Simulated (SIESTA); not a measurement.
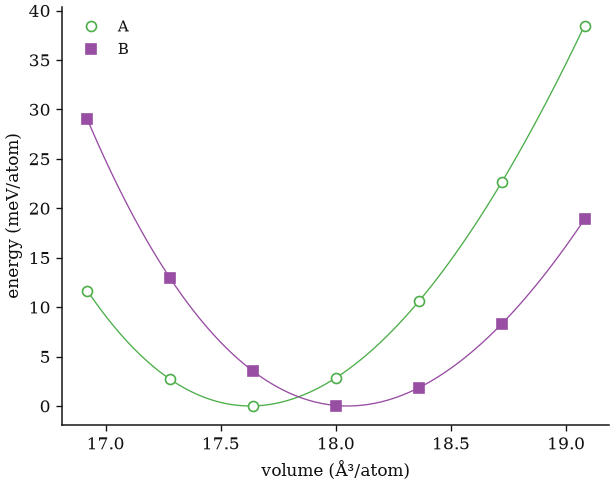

The figure compares two calculations of the energy against volume, each curve from its own zero. The first is for Al₂Au, space group Fm-3m (No. 225).

The cell holds 3 atoms.

Calculation (SIESTA 5.4.2): DFT in numerical atomic orbitals with pseudopotentials, no spin polarisation; energies at scaled volumes of the given cell, shape and fractions fixed, counted from the fit's minimum, third-order Birch-Murnaghan fit. Level: PBEsol.

k mesh 8×8×8; occupations Fermi–Dirac; smearing width 0.05 eV; potentials PseudoDojo 0.4 standard, converted to PSML, two zetas on semicore shells; program settings basis DZP, mesh cutoff 800 Ry.

In the second, the level changes from PBEsol to LDA.

Question: Which of A and B is the second calculation, and what did the change do?

Answer: A. The equilibrium volume falls from 18.05 to 17.63 Å³/atom (−2.3 %) and the bulk modulus rises from 115 to 121 GPa (+5.2 %).

For both, limits of the calculation: mulliken charges of long orbitals; short basis over semicore shells; spin-orbit coupling left out, heavy elements.

V0 and the bulk modulus come from third-order Birch–Murnaghan fits.
